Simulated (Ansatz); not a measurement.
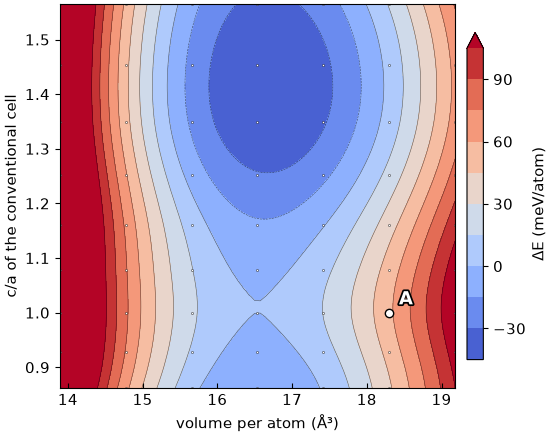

Ti (Im-3m, No. 229; 1 atom in the cell). The energy is mapped over volume and the cell's shape. Coordinates scanned: (1) volume per atom; (2) c/a of the conventional cell. Nothing is relaxed (symmetry fixes all fractional coordinates). Grid: 7 × 9 points. Points are written as (first, second). All energies are given in meV/atom relative to the relaxed crystal. All numbers below come from DFT PBEsol, scalar-relativistic, plane waves, PAW (Ansatz 0.2.0). Settings: cutoff 520 eV, k-mesh 22×22×22, gaussian smearing 0.15 eV, no spin polarisation.

Drawn: filled contours, dots at the grid points, one colour for all values above the top of the scale, the point A. Between grid points the surface is interpolated.

**Is A at rest? If not, where is it pushed?**

A, at (18.30 Å³, 1.000), is not a stationary point. The computed force is 60 meV/atom for each Å³ towards smaller values of volume per atom and nearly zero along c/a of the conventional cell.

PAW datasets: the set soft_1.
